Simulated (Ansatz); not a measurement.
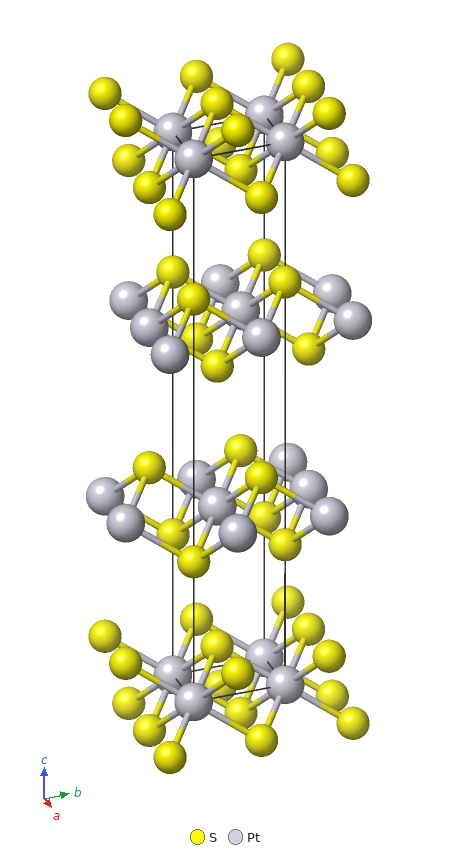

View slightly off an axis, drawn as a ball-and-stick model. Atoms at the boundary of the drawn cell (a repeat of the simulation cell) (the box) are drawn once for each face, edge or corner they touch. Atoms of adjacent cells appear where they bond to atoms in the box.

PtS2, a = 3.529 Å, b = 3.490 Å, c = 16.569 Å, α = 90.00°, β = 90.00°, γ = 118.90°. Strictly the space group is P-1 (No. 2, within 0.01 Å). It is a distorted form of a rhombohedral (trigonal R) structure, space group R-3m (No. 166) within 0.25 Å: cadmium chloride (CdCl₂) type. The cell started as a structure type filled with these elements by a generator (whether the compound takes this form wasn't checked). The cell was then strained or its atoms displaced on purpose. It was run through Ansatz as a DFT input.

This one geometry was computed with Ansatz (DFT, plane waves, PAW) at three levels of theory: r2SCAN, HSE06 and PBE.

Q: Which level gives the highest pressure at this volume, and what does that say about its equilibrium volume?

A: Highest: PBE (3.5 GPa), which points to the largest equilibrium volume. Lowest, with the smallest volume: HSE06 (-0.9 GPa). Levels within 0.5 GPa of each other can't be told apart.

Q: How does the band gap change with the level of theory?

A: PBE: a gap of 0.95 eV, indirect; r2SCAN: a gap of 1.10 eV, indirect; HSE06: a gap of 1.67 eV, indirect.

Q: Collect the results in a table.

A:
| level | cutoff (eV) | k-mesh of the run's cell | gap (eV) | pressure (GPa) |
| --- | --- | --- | --- | --- |
| r2SCAN | 500 | 8×8×8 | 1.10 | 1.2 |
| HSE06 | 420 | 6×6×6 | 1.67 | -0.9 |
| PBE | 420 | 8×8×8 | 0.95 | 3.5 |

Gaps are taken on the k-mesh or band path of each run.
